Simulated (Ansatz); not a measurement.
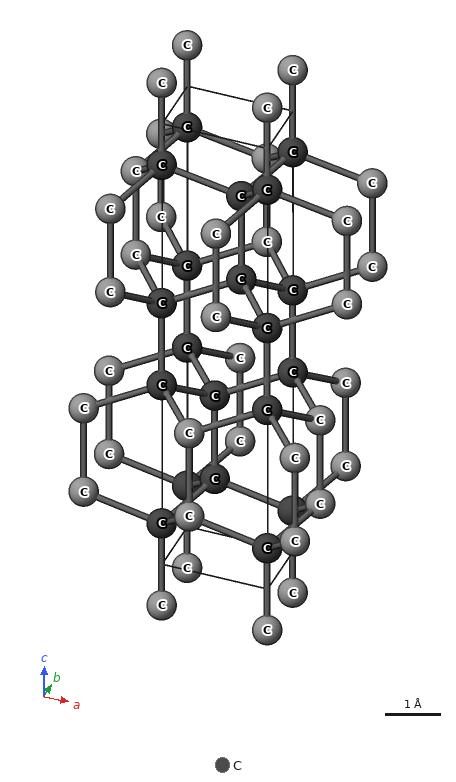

Figure 1. The structure as given in the input (ball-and-stick view of the cell of the calculation, seen slightly off an axis; neighbours outside the cell are drawn fainter).

**Run report: C, single-point calculation**

The run: single-point calculation of C (Amm2, 8 atoms in the cell). Method and program: DFT, PBE, plane waves, PAW, PAW set soft_1, no spin polarisation (Ansatz 0.2.0).

The structure derives from an entry of the Crystallography Open Database. Some settings of this run were made unusual or wrong on purpose.

## Input file
```yaml
crystal:
  lattice:
    - [2.5601158911, 0.0, 0.0]
    - [-1.2800579455, 2.2171253983, 0.0]
    - [0.0, 0.0, 8.4433802906]
  atoms:
    - { symbol: C, position: [-0.0027514005, -0.0055028011, 0.0929732494] }
    - { symbol: C, position: [-0.0027514005, -0.0055028011, 0.5929732494] }
    - { symbol: C, position: [-0.0027514005, -0.0055028011, 0.4070267506] }
    - { symbol: C, position: [-0.0027514005, -0.0055028011, 0.9070267506] }
    - { symbol: C, position: [0.3360847339, 0.6721694677, 0.1555299995] }
    - { symbol: C, position: [0.6694180672, 0.3388361344, 0.6555299995] }
    - { symbol: C, position: [0.3360847339, 0.6721694677, 0.3444700005] }
    - { symbol: C, position: [0.6694180672, 0.3388361344, 0.8444700005] }
basis:
  ecutwfc: 520.0
kpoints:
  mp_grid: { grid: [12, 12, 4] }
hamiltonian:
  xc: pbe
  pseudopotentials: { kind: paw, azcp: { folder: soft_1 } }
scf:
  occupations: { method: fixed }
  max_iter: 60
output:
  forces: true
  eigenvalues: true
  stress: true
```

Command:
```bash
ansatz run input.yaml --threads 2 --pin off --max-ram 4096MiB --backend cpu --events-out ev --progress --plain --runs-dir out
```

## Output
```
Engine: ansatz 0.2.0, aarch64-unknown-linux-gnu
Pseudopotentials: kind: paw
Pseudopotential: C, paw, valence charge 4, recommended cutoff 420 eV (normal), [file]
Functional definition: PBE
  parameter kappa = 0.804
  parameter beta = 0.06672455060314922
  exchange = pbe_x(kappa = kappa, mu = beta*pi^2/3)
  correlation = pbe_c(beta = beta)
Crystal: 8 atoms, lattice volume = 47.925 Å³
Basis set: ecut = 520 eV, 1303 PW (Γ), exchange–correlation on 40×40×128 points (8 copies of the dense FFT grid, shifted against one another)
Bands: 24, of which v1, the nominal top of the filled ones, is band 16 counted from 1 (15 counted from 0)
Symmetry: 4 space group operations
Space group: Amm2 (ITA 38), of the structure as read, at distance tolerance 3.6e-5 Å
k-points: 129 of 576 (time reversal used)
Non-local potential: C, projectors of the file, l = 0: 2, l = 1: 2, l = 2: 1
PAW form: soft (Blöchl's): semilocal exchange-correlation on the pseudo side does not see the compensation charge
PAW one-centre angular grid: C, 110 points (default); XC on 64 Gauss nodes
Initial density: superposition of atomic densities (chi_scale 0.1, normalization cell)
Initial wavefunctions: pseudopotential atomic-orbital guess
Functional: x = pbe(κ = 0.804, μ = 0.2195149727645171), c = pbe(β = 0.06672455060314922)
SCF iter   1: F=—  HF=-2008.094911 eV  |F-HF|=—  |Δ(HF+E_count)|=         —  Δρ=1.26e-1  dr2=5.44e0  ethr=3.10e-3  ⟨swp⟩=5.0  Hψ=13053  notcnv=0  defer=737
preconditioner: auto → none  [insulator: Δε(μ)=4.975 eV  Ē_g=16.497 eV  n_scr=6 (ndim 8)  ℏωp=30.3 eV  f_vac=0.000  ε∞_Penn≈4.4]
SCF iter   2: F=—  HF=-2006.390179 eV  |F-HF|=—  |Δ(HF+E_count)|=    1.70e0  Δρ=5.14e-2  dr2=7.79e-1  ethr=3.10e-3  ⟨swp⟩=2.2  Hψ=6831  notcnv=0  defer=600
SCF iter   3: F=—  HF=-2006.220372 eV  |F-HF|=—  |Δ(HF+E_count)|=   1.70e-1  Δρ=7.01e-3  dr2=1.77e-2  ethr=2.43e-3  ⟨swp⟩=3.0  Hψ=5088  notcnv=0  defer=607
automatic band count: iteration 3 solves 23 bands in place of 24: the levels show a gap, and the empty bands left out lie too high to hold charge; the band table lists the bands solved (type scf.n_extra_bands for more)
SCF iter   4: F=—  HF=-2006.221576 eV  |F-HF|=—  |Δ(HF+E_count)|=   1.20e-3  Δρ=4.14e-3  dr2=1.23e-2  ethr=5.52e-5  ⟨swp⟩=2.8  Hψ=5038  notcnv=0  defer=644
SCF iter   5: F=—  HF=-2006.218898 eV  |F-HF|=—  |Δ(HF+E_count)|=   2.68e-3  Δρ=1.52e-3  dr2=1.59e-3  ethr=3.83e-5  ⟨swp⟩=2.1  Hψ=3938  notcnv=0  defer=645
SCF iter   6: F=—  HF=-2006.218548 eV  |F-HF|=—  |Δ(HF+E_count)|=   3.51e-4  Δρ=2.56e-4  dr2=4.64e-5  ethr=4.98e-6  ⟨swp⟩=2.1  Hψ=4363  notcnv=0  defer=645
SCF iter   7: F=—  HF=-2006.218566 eV  |F-HF|=—  |Δ(HF+E_count)|=   1.86e-5  Δρ=3.98e-5  dr2=2.84e-6  ethr=1.45e-7  ⟨swp⟩=2.0  Hψ=4736  notcnv=0  defer=251
SCF iter   8: F=-2006.218566 eV  HF=-2006.218566 eV  |F-HF|=1.66e-8  |Δ(HF+E_count)|=   4.48e-7  Δρ=1.38e-5  dr2=4.42e-8  ethr=3.13e-10  ⟨swp⟩=10.1  Hψ=16700  notcnv=0
SCF 1 converged in 8 iterations: F = -2006.218566 eV  dr2 = 4.42e-8
  greatest PAW one-centre occupation: 0.639 electrons in one spin orbital (limit 2), on the C atom at site 3 (counted from 0), in its partial waves of l = 0
```

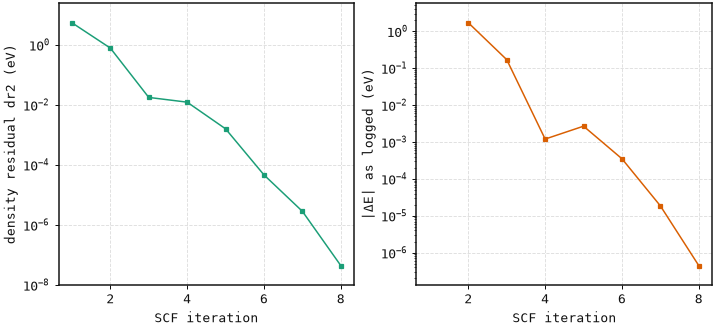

Figure 2. Convergence of the self-consistent field: density residual dr2 and size of the energy change against the SCF iteration. The residual falls at every step.

```
SCF converged after 8 iterations
Free energy (F): -2006.218566 eV
Harris-Foulkes:  -2006.218566 eV  (|F-HF|=1.66e-8)
Internal energy: -2006.218566 eV  (E = F + TS)
E sigma→0 (E₀):  -2006.218566 eV
Fermi energy:    12.540165 eV
--- Per-component energies (eV) ---
  E_band       = 119.159937
  E_kinetic    = 704.245747
  E_local      = -460.642288  (includes V_loc(G=0)·N_el)
  E_nonlocal   = 182.158717
  E_hartree    = 109.940243
  E_xc         = -377.926402
  E_vxc        = -466.457407  (∫ρ·V_xc dr)
  E_paw        = -798.446082  (= ΣΔE_a)
  E_vpaw       = -60.025059  (= ΣTr[D̂ρ^β])
  E_aug_tail   = 0.000012  (compensation charges beyond the density's cutoff)
  E_ewald      = -1365.548513
  E_smearing   = -0.000000  (= −TS)
  E_closure    = 0.000000  (closes the sum)
  Σ components = -2006.218566   (vs F -2006.218566, Δ=0.00e0)
--- Forces (eV/Å), atoms counted from 1 ---
  atom   1  C      0.00000000     0.65466886    -0.00239563
  atom   2  C      0.00000000     0.69544537    -0.00319670
  atom   3  C      0.00000000     0.65466886     0.00239563
  atom   4  C      0.00000000     0.69544537     0.00319670
  atom   5  C     -0.00000000    -0.65495070    -0.02152176
  atom   6  C     -0.00000000    -0.69517699    -0.02062032
  atom   7  C     -0.00000000    -0.65495070     0.02152176
  atom   8  C     -0.00000000    -0.69517699     0.02062032
  max |Σ_I F_I| component: 2.69e-5 eV/Å
--- Stress (GPa, compression-positive) ---
      -19.443677       0.000000       0.000000
        0.000000     -19.245442      -0.000000
        0.000000      -0.000000     -19.601941
  P = ⅓ Tr σ = -19.4304 GPa (-194.304 kbar)
--- Band table (eV; the first three rows and the last of 129) ---
  k-point 0: bands = ["-8.4021", "-6.8225", "-6.7214", "-3.0290", "-0.4213", "5.9122", "6.0096", "9.6518", "9.6530", "10.8143", "10.8147", "10.8171", "10.8176", "12.2970", "12.5376", "12.5402", "17.6147", "17.6263", "17.8246", "19.4195", "19.4885", "19.7222", "19.9682"]
  k-point 1: bands = ["-8.2993", "-7.4816", "-5.8759", "-3.7019", "0.4242", "3.9446", "8.0149", "9.7091", "9.7110", "10.3821", "10.3859", "11.3245", "11.3267", "11.6004", "12.3740", "12.3764", "17.8058", "17.8179", "18.2190", "19.0558", "19.0835", "19.4711", "20.2253"]
  k-point 2: bands = ["-7.9915", "-7.9914", "-4.8222", "-4.8221", "2.0566", "2.0566", "9.7700", "9.8032", "9.9503", "10.0171", "10.1608", "10.1945", "11.7066", "11.7091", "12.0936", "12.0960", "18.1244", "18.1368", "18.6345", "18.6551", "18.9352", "18.9353", "20.2665"]
  k-point 128: bands = ["-3.7397", "-3.7119", "-0.9407", "-0.9033", "1.2645", "1.4113", "3.0148", "3.1775", "4.7819", "5.0133", "5.4051", "5.5548", "6.3765", "6.3780", "8.7868", "8.9256", "18.4504", "18.4628", "20.2045", "20.3151", "22.6053", "22.7089", "23.2690"]
```

## Outcome

- outcome: converged
- space group (tolerance 0.01 Å): Amm2 (38)
- electrons treated: 32
- free energy: −2006.2186 eV
- Fermi energy: 12.540 eV
- gap on the k-point mesh: 4.34 eV
- pressure: −19.43 GPa
- largest force (length of the vector): 0.695 eV/Å
- hardware: 2 threads of Arm Neoverse N1, 98 GiB of memory available, shared host
- wall time: 17 s (CPU time 33 s)
- peak memory: 0.39 GiB

## What went wrong

This input holds a deliberate fault: fixed occupations whatever the gap (`scf.occupations`). Fixed occupations are valid only where a gap stays open. The run converged all the same; its numbers are those of the faulty input and shouldn't be used.
